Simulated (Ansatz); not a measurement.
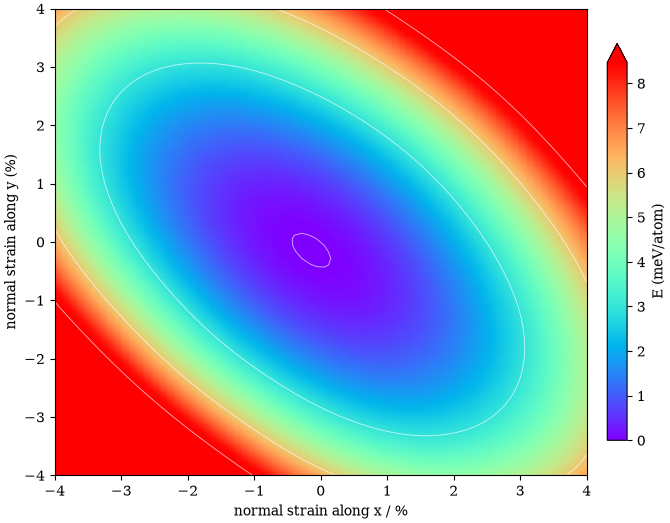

Energy landscape of Cd (Fm-3m, No. 225; 1 atom in the cell). The energy is mapped over two homogeneous strains (x, y and z along the cube axes). The first coordinate is: normal strain along x; the second: normal strain along y. Nothing is relaxed (symmetry fixes all fractional coordinates). Grid: 7 × 7 points; 28 points were computed and 21 follow by symmetry. Points are written as (first, second). Energies are in meV/atom, from the lowest grid point. All numbers below come from DFT PBE, scalar-relativistic, plane waves, PAW (Ansatz 0.2.0). Settings: cutoff 420 eV, k-mesh 18×18×18, gaussian smearing 0.15 eV, no spin polarisation.

Drawn: a smooth colour map with a few white contour lines, one colour for all values above the top of the scale. Between grid points the surface is interpolated. 

> Summarise what can be read from the map.

The lowest grid point is at (0.00 %, 0.00 %). No other kind of well shows on this grid. The highest grid point, (−4.00 %, −4.00 %), lies 23.4 meV/atom above the lowest. Round the minimum the valley is somewhat tilted: raising normal strain along x shifts the best value of normal strain along y downwards (coupling k₁₂/√(k₁₁k₂₂) about 0.5).

The values on the grid:

| normal strain along y ↓, normal strain along x → | −4.00 | −2.67 | −1.33 | 0.00 | 1.33 | 2.67 | 4.00 |
| --- | --- | --- | --- | --- | --- | --- | --- |
| 4.00 | 6.5 | 5.2 | 5.4 | 7.0 | 10.0 | 14.1 | 19.3 |
| 2.67 | 4.8 | 2.8 | 2.3 | 3.4 | 5.8 | 9.4 | 14.1 |
| 1.33 | 4.7 | 1.9 | 0.7 | 1.0 | 2.7 | 5.8 | 10.0 |
| 0.00 | 6.4 | 2.6 | 0.5 | 0.0 | 1.0 | 3.4 | 7.0 |
| −1.33 | 10.0 | 5.1 | 1.9 | 0.5 | 0.7 | 2.3 | 5.4 |
| −2.67 | 15.7 | 9.4 | 5.1 | 2.6 | 1.9 | 2.8 | 5.2 |
| −4.00 | 23.4 | 15.7 | 10.0 | 6.4 | 4.7 | 4.8 | 6.5 |

The input of one point:

```yaml
crystal:
  lattice:
    - [0.0, 2.254153496, 2.254153496]
    - [2.254153496, 0.0, 2.254153496]
    - [2.254153496, 2.254153496, 0.0]
  atoms:
    - { symbol: Cd, position: [0.0, 0.0, 0.0] }
basis:
  ecutwfc: 420
kpoints:
  mp_grid: { grid: [18, 18, 18] }
hamiltonian:
  xc: pbe
scf:
  occupations: { method: gaussian, width: 0.15 }
output:
  forces: true
  stress: true
  eigenvalues: true
```

Time for the 28 points that were run: 4 min on 1 thread of Arm Neoverse V2 (shared host).
